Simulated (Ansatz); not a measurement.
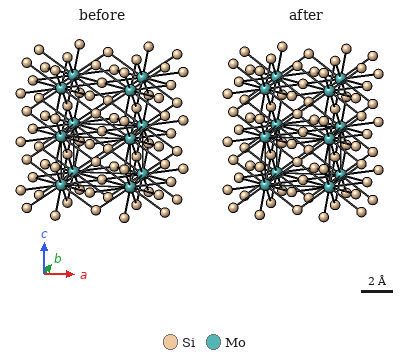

The structure of solid Si3Mo (a generated structure, set up in P4/mmm) (coarse preliminary run) before (left) and after (right) a relaxation, at one scale.

Style: ball-and-stick. Shown: the cell of the calculation, repeated 1 × 1 × 2 with one cell outlined, slightly off an axis.

Level of theory: DFT PBE, scalar-relativistic, plane waves, PAW in Ansatz. Set-up: plane-wave cutoff 420 eV; k-point mesh 4 × 4 × 6; occupations gaussian; smearing width 0.1 eV; no spin polarisation; cell and atoms relaxed; force threshold 0.04 eV/Å; at most 70 steps.

> Describe what moved and what it gained.

The energy falls by 151 meV per atom in 4 accepted moves (6 points after the start). All forces vanish by symmetry, so only the cell relaxes. The pressure goes from −16.16 to 0.00 GPa. The SCF was repeated twice at an unchanged geometry on a basis and grid sized afresh for the cell, which shifted the energy by 0.3 meV per atom at most. No atom moves by more than 0.005 Å relative to the cell. The volume changes by −14.6 %, with a = b 4.533 → 4.207 Å (−7.2 %), c 3.186 → 3.161 Å (−0.8 %). Among the contacts that change: Mo–Si 3.206 → 2.975 Å, Mo–Si 2.770 → 2.631 Å. Bond angles that change, for instance: Mo–Si–Mo 109.8° → 106.2°, Mo–Si–Mo 70.2° → 73.8°. The space group stays P4/mmm (No. 123).
